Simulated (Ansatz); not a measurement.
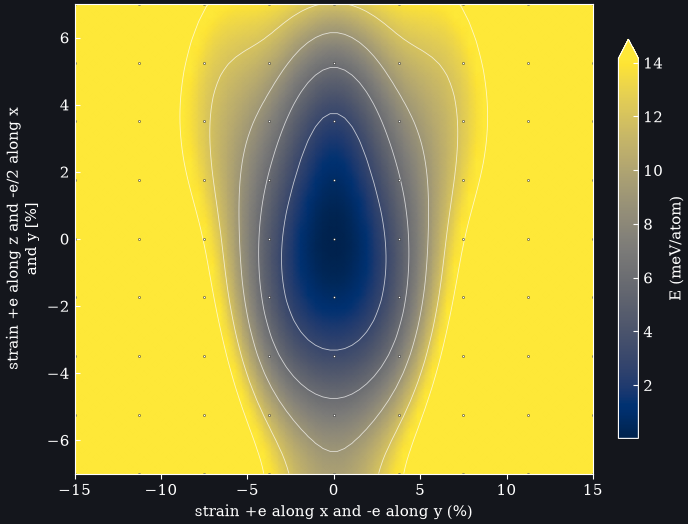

Bi (Im-3m, No. 229; 1 atom in the cell). The energy is mapped over two homogeneous strains (x, y and z along the cube axes). Coordinates scanned: (1) strain +e along x and -e along y; (2) strain +e along z and -e/2 along x and y. Nothing is relaxed (symmetry fixes all fractional coordinates). The scan uses a 9 × 9 grid; 45 points were computed and 36 follow by symmetry. Points are written as (first, second). Energies are in meV/atom, from the lowest grid point. Method: DFT PBE+D3(BJ), scalar-relativistic, plane waves, PAW (Ansatz 0.2.0). Settings: cutoff 420 eV, k-mesh 16×16×16, gaussian smearing 0.15 eV, no spin polarisation.

The picture shows a smooth colour map with a few white contour lines, dots at the grid points, one colour for all values above the top of the scale. Between grid points the surface is interpolated.

Q: Where is the minimum, and how stiff is the crystal against these two strains (in GPa)?

A: The interpolated minimum is at 0.0 % and 0.0 %. Divided by the cell volume of 30.1 Å³, the second derivatives of the energy there are about 38 GPa along the first strain and 31 GPa along the second, with a cross term of about 0 GPa (clamped ions). Round the minimum the two coordinates are nearly uncoupled.
